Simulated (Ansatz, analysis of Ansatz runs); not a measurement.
## Hyperfine coupling of the F centre in LiF (r2SCAN)

How near does this set-up come to the measured hyperfine coupling? Subject: F centre in LiF. Set-up: r2SCAN, 128-site cell, r2SCAN lattice, 500 eV, k: the single point 1/4 1/4 1/4. The model is a cell of 128 host atoms with 1 F taken out. The isotropic coupling follows from the spin density at the nucleus, the nuclear g-factor and the total spin. A meta-GGA costs about twice a GGA and mends lattice constants and part of the gap.

Measured beforehand: 7Li, shell I: 39.06 MHz, by ENDOR (quoted in “F center in LiF: A quantum mechanical ab initio investigation of the hyperfine interaction between the unpaired electron at the vacancy and its first seven neighbors”, 2001, G. Mallia et al., quoting earlier work (1968)). 19F, shell II: 105.9 MHz, by ENDOR (quoted in “F center in LiF: A quantum mechanical ab initio investigation of the hyperfine interaction between the unpaired electron at the vacancy and its first seven neighbors”, 2001, G. Mallia et al., quoting earlier work (1968)). 7Li, shell III: 0.5 MHz, by ENDOR (quoted in “F center in LiF: A quantum mechanical ab initio investigation of the hyperfine interaction between the unpaired electron at the vacancy and its first seven neighbors”, 2001, G. Mallia et al., quoting earlier work (1968)). 19F, shell IV: 0.48 MHz, by ENDOR (quoted in “F center in LiF: A quantum mechanical ab initio investigation of the hyperfine interaction between the unpaired electron at the vacancy and its first seven neighbors”, 2001, G. Mallia et al., quoting earlier work (1968)). The calculation is set beside it at the end.

Method: plane-wave PAW DFT, r2SCAN; relaxation of all atoms of a defect supercell, in Ansatz 0.2.0.

### 1. Starting point

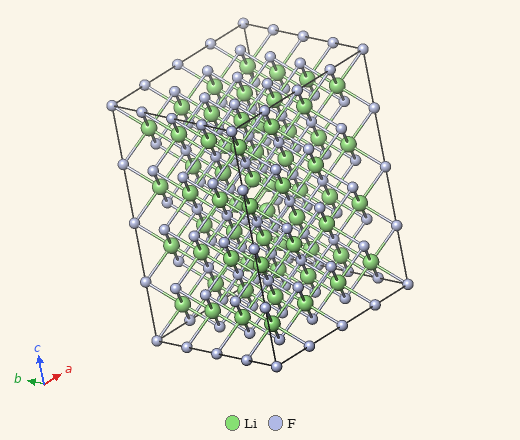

The starting structure, seen slightly off an axis (lithium green, fluorine light blue). Bonds to atoms that aren't drawn are left out. Some periodic images of atoms are drawn too.

The cell holds 127 atoms: 64 Li and 63 F. Its edges and angles: a = 11.285 Å, b = 11.285 Å, c = 11.285 Å, α = 60.0°, β = 60.0°, γ = 60.0°. It derives from LiF (space group Fm-3m). Nearest the centre at fractional (0.375, 0.625, 0.375): Li58 at 1.99 Å, Li52 at 1.99 Å, Li60 at 1.99 Å, Li84 at 1.99 Å, Li90 at 1.99 Å, Li82 at 1.99 Å, F50 at 2.82 Å, F28 at 2.82 Å.

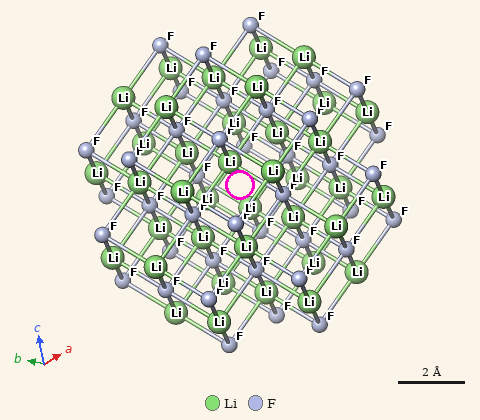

The atoms within 5 Å of the centre. A ring marks the centre wherever it is empty.

The host's primitive cell comes from a first run (plane-wave PAW DFT, r2SCAN; relaxation of the host's cell and atoms): vectors of 2.821, 2.821 and 2.821 Å. That is 7.94 Å³ an atom, 2.8 % under the diffraction cell's volume. The supercell is built on it.

### 2. Relaxation, charge 0

Every later number rests on the structure around the defect, so the atoms are relaxed at the host's lattice first.

relax/input.yaml

```yaml
relax:
  f_tol: 0.02
  max_steps: 80
  escape_saddle: false
crystal:
  lattice:
    - [0.0, 7.97957509, 7.97957509]
    - [7.97957509, 0.0, 7.97957509]
    - [7.97957509, 7.97957509, 0.0]
  atoms:
    - { symbol: Li, position: [0.0, 0.0, 0.0] }
    - { symbol: F, position: [0.125, 0.125, 0.125] }
    - { symbol: Li, position: [0.0, 0.0, 0.25] }
[... 1 atom line left out ...]
    - { symbol: Li, position: [0.0, 0.0, 0.5] }
[... 8 atom lines left out ...]
    - { symbol: F, position: [0.125, 0.375, 0.625] }
[... 5 atom lines left out ...]
    - { symbol: F, position: [0.125, 0.625, 0.375] }
    - { symbol: Li, position: [0.0, 0.5, 0.5] }
    - { symbol: F, position: [0.125, 0.625, 0.625] }
    - { symbol: Li, position: [0.0, 0.5, 0.75] }
[... 2 atom lines left out ...]
    - { symbol: F, position: [0.125, 0.875, 0.125] }
    - { symbol: Li, position: [0.0, 0.75, 0.25] }
    - { symbol: F, position: [0.125, 0.875, 0.375] }
    - { symbol: Li, position: [0.0, 0.75, 0.5] }
    - { symbol: F, position: [0.125, 0.875, 0.625] }
[... 2 atom lines left out ...]
    - { symbol: Li, position: [0.25, 0.0, 0.0] }
[... 1 atom line left out ...]
    - { symbol: Li, position: [0.25, 0.0, 0.25] }
[... 8 atom lines left out ...]
    - { symbol: F, position: [0.375, 0.375, 0.375] }
[... 1 atom line left out ...]
    - { symbol: F, position: [0.375, 0.375, 0.625] }
    - { symbol: Li, position: [0.25, 0.25, 0.75] }
[... 2 atom lines left out ...]
    - { symbol: F, position: [0.375, 0.625, 0.125] }
    - { symbol: Li, position: [0.25, 0.5, 0.25] }
    - { symbol: Li, position: [0.25, 0.5, 0.5] }
    - { symbol: F, position: [0.375, 0.625, 0.625] }
    - { symbol: Li, position: [0.25, 0.5, 0.75] }
[... 1 atom line left out ...]
    - { symbol: Li, position: [0.25, 0.75, 0.0] }
    - { symbol: F, position: [0.375, 0.875, 0.125] }
    - { symbol: Li, position: [0.25, 0.75, 0.25] }
    - { symbol: F, position: [0.375, 0.875, 0.375] }
    - { symbol: Li, position: [0.25, 0.75, 0.5] }
[... 1 atom line left out ...]
    - { symbol: Li, position: [0.25, 0.75, 0.75] }
[... 3 atom lines left out ...]
    - { symbol: Li, position: [0.5, 0.0, 0.25] }
[... 6 atom lines left out ...]
    - { symbol: F, position: [0.625, 0.375, 0.125] }
[... 1 atom line left out ...]
    - { symbol: F, position: [0.625, 0.375, 0.375] }
    - { symbol: Li, position: [0.5, 0.25, 0.5] }
    - { symbol: F, position: [0.625, 0.375, 0.625] }
[... 3 atom lines left out ...]
    - { symbol: F, position: [0.625, 0.625, 0.125] }
    - { symbol: Li, position: [0.5, 0.5, 0.25] }
    - { symbol: F, position: [0.625, 0.625, 0.375] }
    - { symbol: Li, position: [0.5, 0.5, 0.5] }
[... 3 atom lines left out ...]
    - { symbol: Li, position: [0.5, 0.75, 0.0] }
    - { symbol: F, position: [0.625, 0.875, 0.125] }
    - { symbol: Li, position: [0.5, 0.75, 0.25] }
[... 1 atom line left out ...]
    - { symbol: Li, position: [0.5, 0.75, 0.5] }
[... 13 atom lines left out ...]
    - { symbol: Li, position: [0.75, 0.25, 0.25] }
[... 7 atom lines left out ...]
    - { symbol: Li, position: [0.75, 0.5, 0.25] }
[... 5 atom lines left out ...]
    - { symbol: Li, position: [0.75, 0.75, 0.0] }
[... 1 atom line left out ...]
    - { symbol: Li, position: [0.75, 0.75, 0.25] }
[... 4 atom lines left out ...]
    - { symbol: F, position: [0.875, 0.875, 0.875] }
basis:
  ecutwfc: 500
  xc_grid: 2
hamiltonian:
  xc: r2scan
kpoints:
  mp_grid: { grid: [1, 1, 1], shift: [0.25, 0.25, 0.25] }
magnetization:
  spin_polarized: true
  initial_magnetization: 1
  spin_locking: { lock_magnetization: hard }
scf:
  occupations: { method: fermi_dirac, width: 0.01 }
  max_iter: 120
output:
  forces: true
checkpoint:
  write: "../relax.run"
  compress: false
  write_wavefunctions: true
  write_every: 100000
```

Command:

```sh
> ansatz run input.yaml --threads 2 --pin off --max-ram 4710MiB --backend cpu --events-out ev --progress --plain --runs-dir out
```

Numbers of over 12 decimals in the logs are rounded to 6 here.

The log of the run:

```text
[... repeated set-up lines and file paths are left out, and long positions are rounded to six places ...]
Warning: This run holds its total moment fixed (magnetization.spin_locking.lock_magnetization: hard) and mixes its density by anderson or broyden (scf.mixing.algorithm, typed or taken by auto). [...]
Engine: ansatz 0.2.0, aarch64-unknown-linux-gnu
Pseudopotentials: kind: paw
Pseudopotential: Li, paw, valence charge 3, recommended cutoff 500 eV (meta_gga), Li.paw.azcp
Pseudopotential: F, paw, valence charge 7, recommended cutoff 500 eV (meta_gga), F.paw.azcp
Functional definition: r2SCAN
  parameter k0 = 0.174
  parameter k1 = 0.065
  parameter a1 = 4.9479
  exchange = r2scan_x(k0 = k0, k1 = k1, a1 = a1)
  correlation = r2scan_c
Crystal: 127 atoms, lattice volume = 1016.177 Å³
Basis set: ecut = 500 eV, 25821 PW (Γ), exchange–correlation on 180×180×180 points (8 copies of the dense FFT grid, shifted against one another)
Bands: 444, of which v1, the nominal top of the filled ones, is band 317 counted from 1 (316 counted from 0)
Symmetry: 12 space group operations
k-points: 1
Non-local potential: Li, projectors of the file, l = 0: 3, l = 1: 2, l = 2: 1
Non-local potential: F, projectors of the file, l = 0: 2, l = 1: 2, l = 2: 1
PAW form: soft (Blöchl's): semilocal exchange-correlation on the pseudo side does not see the compensation charge
PAW frozen core: F, regenerated for the run's functional (the file was generated under x = pbe(κ = 0.804, μ = 0.219515), c = pbe(β = 0.066725))
PAW one-centre angular grid: Li, 302 points (default); XC on 327 of its mesh's 2665 points in the sphere
PAW one-centre angular grid: F, 302 points (default); XC on 160 Gauss nodes
Initial density: superposition of atomic densities (chi_scale 0.1, normalization cell, long waves kept (reshape's long-wave potential 0.35 eV rms))
Starting moments: Σ|m| = 1 μB on 127 of 127 sites
Initial wavefunctions: pseudopotential atomic-orbital guess
Functional: x = r2scan, c = r2scan; τ floored in thin density (d = 2e-4 eV/Å³)
iter 1 solved again at ethr=2.88e-3 eV; its pass at ethr=3.10e-3 eV (dr2=1.82e1 eV) is discarded
SCF iter   1: F=—  HF=-64341.792062 eV  |F-HF|=—  |Δ(HF+E_count)|=         —  Δρ=3.01e-2 (↑2.88e-2 ↓3.01e-2)  dr2=1.82e1  dr2_τ=4.02e-1  dr2_m=9.57e-2  M=1.000 μB ∫|m|=1.047 μB  β_m=1.20  ethr=2.88e-3  ⟨swp⟩=14.0  Hψ=9178  notcnv=0  defer=10
preconditioner: auto → Resta (q_TF=auto, 2.521 Å⁻¹)  ε∞=2.9  [insulator: Δε(μ)=4.608 eV  Ē_g=16.394 eV  σ=0.010 eV  W_gap=1.00  n_scr=282 (ndim 8)  ℏωp=22.7 eV  f_vac=0.000  D(μ)=0.00/eV (n_scr^D=0)  ε∞_Penn≈2.9]
spin=Collinear: Resta preconditioning applied to the charge; magnetization (m = ρ↑ − ρ↓) channel mixes plain (no charge-response kernel on spin).
SCF iter   2: F=—  HF=-64354.323406 eV  |F-HF|=—  |Δ(HF+E_count)|=    1.25e1  Δρ=2.14e-2 (↑2.14e-2 ↓2.10e-2)  dr2=1.01e1  dr2_τ=1.93e-1  dr2_m=2.00e-3  M=1.000 μB ∫|m|=1.063 μB  β_m=1.20  ethr=2.88e-3  ⟨swp⟩=3.0  Hψ=1038  notcnv=0  defer=246  κ⁻¹=1.0e0(r=1)
SCF iter   3: F=—  HF=-64358.483134 eV  |F-HF|=—  |Δ(HF+E_count)|=    4.16e0  Δρ=7.59e-3 (↑7.01e-3 ↓7.59e-3)  dr2=1.53e0  dr2_τ=3.14e-2  dr2_m=9.04e-3  M=1.000 μB ∫|m|=1.025 μB  β_m=1.20  ethr=1.59e-3  ⟨swp⟩=2.5  Hψ=1158  notcnv=0  defer=246  κ⁻¹=1.2e-1(r=2)
SCF iter   4: F=—  HF=-64358.706101 eV  |F-HF|=—  |Δ(HF+E_count)|=   2.23e-1  Δρ=2.23e-3 (↑2.04e-3 ↓2.23e-3)  dr2=1.14e-1  dr2_τ=5.85e-3  dr2_m=2.05e-3  M=1.000 μB ∫|m|=1.026 μB  β_m=1.20  ethr=2.41e-4  ⟨swp⟩=3.5  Hψ=1663  notcnv=0  defer=246  κ⁻¹=1.9e-2(r=3)
SCF iter   5: F=—  HF=-64358.793383 eV  |F-HF|=—  |Δ(HF+E_count)|=   8.73e-2  Δρ=1.39e-3 (↑1.39e-3 ↓1.31e-3)  dr2=2.97e-2  dr2_τ=6.22e-4  dr2_m=6.43e-4  M=1.000 μB ∫|m|=1.018 μB  β_m=1.20  ethr=1.80e-5  ⟨swp⟩=4.0  Hψ=1359  notcnv=0  defer=246  κ⁻¹=3.8e-3(r=4)
SCF iter   6: F=—  HF=-64358.815673 eV  |F-HF|=—  |Δ(HF+E_count)|=   2.23e-2  Δρ=8.47e-4 (↑8.40e-4 ↓8.47e-4)  dr2=1.13e-2  dr2_τ=2.49e-4  dr2_m=1.59e-5  M=1.000 μB ∫|m|=1.020 μB  β_m=1.20  ethr=4.69e-6  ⟨swp⟩=2.5  Hψ=847  notcnv=0  defer=246  κ⁻¹=4.4e-4(r=5)
SCF iter   7: F=—  HF=-64358.828132 eV  |F-HF|=—  |Δ(HF+E_count)|=   1.25e-2  Δρ=1.34e-4 (↑1.08e-4 ↓1.34e-4)  dr2=4.62e-4  dr2_τ=1.27e-5  dr2_m=2.06e-5  M=1.000 μB ∫|m|=1.020 μB  β_m=1.20  ethr=1.79e-6  ⟨swp⟩=3.0  Hψ=1287  notcnv=0  defer=246  κ⁻¹=7.0e-5(r=6)
SCF iter   8: F=—  HF=-64358.829270 eV  |F-HF|=—  |Δ(HF+E_count)|=   1.14e-3  Δρ=8.73e-5 (↑8.73e-5 ↓8.55e-5)  dr2=1.36e-4  dr2_τ=4.30e-6  dr2_m=6.26e-7  M=1.000 μB ∫|m|=1.020 μB  β_m=1.20  ethr=7.30e-8  ⟨swp⟩=3.0  Hψ=1224  notcnv=0  defer=246  κ⁻¹=8.8e-6(r=7)
SCF iter   9: F=—  HF=-64358.829340 eV  |F-HF|=—  |Δ(HF+E_count)|=   6.98e-5  Δρ=4.59e-5 (↑4.50e-5 ↓4.59e-5)  dr2=4.31e-5  dr2_τ=1.09e-6  dr2_m=5.92e-7  M=1.000 μB ∫|m|=1.019 μB  β_m=1.20  ethr=2.14e-8  ⟨swp⟩=2.0  Hψ=1399  notcnv=0  defer=246  κ⁻¹=2.6e-6(r=8)
SCF iter  10: F=—  HF=-64358.829370 eV  |F-HF|=—  |Δ(HF+E_count)|=   3.06e-5  Δρ=1.06e-5 (↑9.20e-6 ↓1.06e-5)  dr2=2.77e-6  dr2_τ=9.30e-8  dr2_m=2.88e-8  M=1.000 μB ∫|m|=1.020 μB  β_m=1.20  ethr=1.58e-9  ⟨swp⟩=1.0  Hψ=2173  notcnv=0  κ⁻¹=2.9e-7(r=8)
SCF iter  11: F=-64358.829367 eV  HF=-64358.829368 eV  |F-HF|=1.24e-6  |Δ(HF+E_count)|=   2.01e-6  Δρ=5.78e-6 (↑5.78e-6 ↓5.51e-6)  dr2=6.14e-7  dr2_τ=3.57e-8  dr2_m=6.76e-9  M=1.000 μB ∫|m|=1.020 μB  ethr=4.37e-10  ⟨swp⟩=2.5  Hψ=1530  notcnv=0
SCF 1 converged in 11 iterations: F = -64358.829367 eV  dr2 = 6.14e-7
  greatest PAW one-centre occupation: 0.999 electrons in one spin orbital (limit 2), on the Li atom at site 113 (counted from 0), in its partial waves of l = 0
relax step   1: F+E_penalty+E_count = -64358.82936711 eV  Δ(F+E_penalty+E_count) = +0.000e0 eV  max|allowed force component| = 1.814e-1 eV/Å  Δτ_max = 0.0000 Å  (11 SCF iters, dr2 threshold 1.00e-5 eV, accepted)
[...]
relax step   2: F+E_penalty+E_count = -64358.84561177 eV  Δ(F+E_penalty+E_count) = -1.624e-2 eV  max|allowed force component| = 7.413e-2 eV/Å  Δτ_max = 0.0215 Å  (7 SCF iters, dr2 threshold 2.06e-6 eV, accepted)
relax step   3: F+E_penalty+E_count = -64358.85221646 eV  Δ(F+E_penalty+E_count) = -6.605e-3 eV  max|allowed force component| = 3.081e-2 eV/Å  Δτ_max = 0.0146 Å  (8 SCF iters, accepted)
[...]
relax step   4: F+E_penalty+E_count = -64358.85362422 eV  Δ(F+E_penalty+E_count) = -1.408e-3 eV  max|allowed force component| = 6.958e-3 eV/Å  Δτ_max = 0.0067 Å  (8 SCF iters, accepted)
NSCF: frozen V_eff on 1 k-points
the band table was solved once a step of the walk had ended and its energy, with any forces and stress, was formed, with the checks that follow a solve (3550 applications of the Hamiltonian). They found nothing against the state; [...]
iter 1 solved again at ethr=6.39e-12 eV; its pass at ethr=3.10e-3 eV (dr2=4.04e-8 eV) is discarded
SCF iter   1: F=—  HF=-64358.853624 eV  |F-HF|=—  |Δ(HF+E_count)|=         —  Δρ=1.64e-6 (↑1.64e-6 ↓1.64e-6)  dr2=4.04e-8  dr2_τ=1.82e-9  dr2_m=8.86e-11  M=1.000 μB ∫|m|=1.020 μB  β_m=1.20  ethr=6.39e-12  ⟨swp⟩=1.0  Hψ=2466  notcnv=0
SCF iter   2: F=-64358.853624 eV  HF=-64358.853624 eV  |F-HF|=7.85e-9  |Δ(HF+E_count)|=   7.41e-9  Δρ=1.18e-6 (↑1.18e-6 ↓1.18e-6)  dr2=2.23e-8  dr2_τ=9.81e-10  dr2_m=1.55e-12  M=1.000 μB ∫|m|=1.020 μB  ethr=6.38e-12  ⟨swp⟩=2.5  Hψ=1442  notcnv=0
SCF 5 converged in 2 iterations: F = -64358.853624 eV  dr2 = 2.23e-8
NSCF: frozen V_eff on 1 k-points
the band table was solved once a step of the walk had ended and its energy, with any forces and stress, was formed, with the checks that follow a solve (2651 applications of the Hamiltonian). They found nothing against the state; [...]
SCF converged after 2 iterations
Stability not checked: this state was not tested for a lower state beside it, because the mixer in use, unlike msr1, does not test its closes by its own steps (another_mixer; see scf.mixing.algorithm and scf.lower_state_search)
Magnetization: 1.0000 μB (317.0000 up, 316.0000 down)
Absolute magnetization: 1.0202 μB (∫|ρ↑−ρ↓|, with the PAW one-centre terms)
Spin contamination: 0.0006 ħ² per cell (⟨S²⟩ above its minimum at these occupations)
Per-site moments (μB) at R_I (Å): [(5.1019029520328445e-6, 0.821948), (4.606436618610381e-5, 0.821838), (0.000148613, 0.820110), [... 124 left out ...]
Free energy (F): -64358.853624 eV
Harris-Foulkes:  -64358.853624 eV  (|F-HF|=7.85e-9)
Internal energy: -64358.853624 eV  (E = F + TS)
E sigma→0 (E₀):  -64358.853624 eV
Fermi energy:    7.821002 (↑ 8.934331, ↓ 4.670187) eV
--- Per-component energies (eV) ---
  E_band       = -8081.880819
  E_kinetic    = 14675.132915
  E_local      = -40736.033868  (includes V_loc(G=0)·N_el)
  E_nonlocal   = 2467.217774
  E_hartree    = 14365.650671
  E_xc         = -5754.154356
  E_vxc        = -8416.486162  (∫ρ·V_xc dr)
  E_paw        = -14203.472408  (= ΣΔE_a)
  E_vpaw       = -5412.954663  (= ΣTr[D̂ρ^β])
  E_aug_tail   = 0.072329  (compensation charges beyond the density's cutoff)
  E_vtau       = 609.870132  (kinetic-family band-sum trace: ∫τ·v_τ [+ j·A + Jᵃ·Aᵃ] dr)
  E_ewald      = -35171.289015
  E_core_change = -1.977666  (= ΣΔE_core)
  E_smearing   = -0.000000  (= −TS)
  E_closure    = 0.000000  (closes the sum)
  Σ components = -64358.853624   (vs F -64358.853624, Δ=0.00e0)
--- Forces (eV/Å), atoms counted from 1 ---
  atom   1  Li    -0.00000554    -0.00086599    -0.00000554
  atom   2  F      0.00024488     0.00250779     0.00024488
  [... 19 atoms left out ...]
  atom  22  F     -0.00299383    -0.00000000     0.00299383
  [... 23 atoms left out ...]
  atom  46  F      0.00000000    -0.00299383     0.00299383
  [... 5 atoms left out ...]
  atom  52  Li     0.00000398     0.00000398    -0.00266656
  [... 4 atoms left out ...]
  atom  57  F     -0.00000000     0.00299383    -0.00299383
  atom  58  Li     0.00000398    -0.00266656     0.00000398
  atom  59  F     -0.00298699    -0.00002192    -0.00298699
  atom  60  Li     0.00266656    -0.00000398    -0.00000398
  [... 21 atoms left out ...]
  atom  82  Li    -0.00266656     0.00000398     0.00000398
  [... 1 atom left out ...]
  atom  84  Li    -0.00000398     0.00266656    -0.00000398
  [... 5 atoms left out ...]
  atom  90  Li    -0.00000398    -0.00000398     0.00266656
  [... 37 atoms left out ...]
  max |Σ_I F_I| component: 2.42e-18 eV/Å
--- Band table (eV) ---
  k-point 0 ↑: bands = ["-41.3149", "-41.2972", "-41.2886", "-41.2881", [... 436 left out ...] "19.8580", "19.8580", "19.8692", "19.8744"]
  k-point 0 ↓: bands = ["-41.3141", "-41.2966", "-41.2884", "-41.2876", [... 436 left out ...] "19.8623", "19.8623", "19.8701", "19.8766"]
--- Relaxed structure (4 steps of the walk, 4 accepted, 0 SCFs on fresh bases) ---
  F+E_penalty+E_count = -64358.85362422 eV   max|allowed force component| = 6.958e-3 eV/Å
  atoms:
    - { symbol: Li, position: [-3.172001374989437e-5, 3.096505046026787e-5, -3.1720013749894386e-5] }
    - { symbol: F, position: [0.124878, 0.125168, 0.124878] }
    [... 19 atoms left out ...]
    - { symbol: F, position: [0.123785, 0.625, 0.626215] }
    [... 23 atoms left out ...]
    - { symbol: F, position: [0.375, 0.373785, 0.626215] }
    [... 5 atoms left out ...]
    - { symbol: Li, position: [0.247474, 0.497474, 0.502516] }
    [... 4 atoms left out ...]
    - { symbol: F, position: [0.375000, 0.876215, 0.123785] }
    - { symbol: Li, position: [0.247474, 0.752516, 0.247474] }
    - { symbol: F, position: [0.375006, 0.876207, 0.375006] }
    - { symbol: Li, position: [0.247484, 0.752526, 0.502526] }
    [... 21 atoms left out ...]
    - { symbol: Li, position: [0.502516, 0.497474, 0.247474] }
    [... 1 atom left out ...]
    - { symbol: Li, position: [0.502526, 0.497484, 0.502526] }
    [... 5 atoms left out ...]
    - { symbol: Li, position: [0.502526, 0.752526, 0.247484] }
    [... 37 atoms left out ...]
```

It took 6.3 min on 2 threads of Arm Neoverse V2, shared host; peak memory 4 GiB; 12 min of CPU time.

(Continued in part 2 of 2.)

[Logs are printed without paths, hosts, clocks, repeated set-up lines and the standing remarks that a program may print on its own settings, such as how far it seeks lower states.]

[Hosts, paths, dates, database ids (printed as entryN), source tags and the programs' standing remarks are cut or masked in the printed files.]

[For some hosts the program warned that the k-mesh of the response run may be too coarse for force constants and the static dielectric constant; such warnings are not shown here.]
